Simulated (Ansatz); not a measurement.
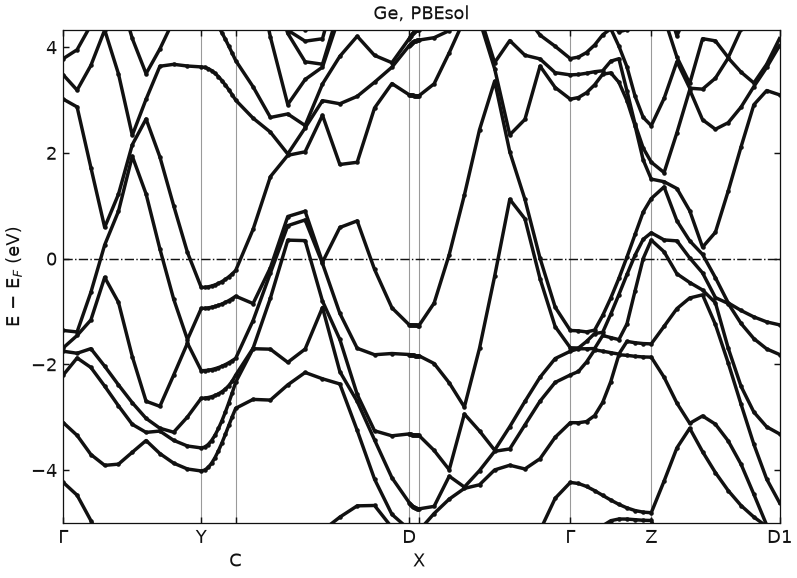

Band structure. Energies are counted from the Fermi level. The path runs straight from each named point to the next.

System: Ge, space group Fmmm, 4 atoms in the primitive cell, strain xy of 0.04.

```
Ge
1.0
     0.00000    3.00117    5.11566
     2.73572    0.00000    5.11566
     2.73572    3.00117    0.00000
Ge
4
Direct
  0.72649 0.27351 0.72649
  0.27351 0.72649 0.27351
  0.21813 0.21813 0.78187
  0.78187 0.78187 0.21813
```

Method: PBEsol, all-electron LAPW, no spin polarisation, no spin-orbit coupling, 7×7×7 k mesh, Fermi-Dirac smearing of 0.05 eV (Ansatz 0.2.0).

Question: Metal, semiconductor or insulator?

Answer: A metal: bands cross the Fermi level along this path.

Question: Which levels at X lie nearest to the Fermi level?

Answer: At X the nearest levels lie 1.27 eV below and 3.08 eV above the Fermi level.

The cell is at −8 GPa in this functional. This isn't the form of Ge at room conditions, which is diamond. Bands are joined in order of energy, so crossings between the computed points show as kinks or gaps. In reduced coordinates of the cell that was run, Y is (0.5, 0, 0.5), C is (0.5, 0.114, 0.614), D is (0.035, 0.5, 0.535), X is (0, 0.5, 0.5), Z is (0.5, 0.5, 0) and D1 is (0.965, 0.5, 0.465).
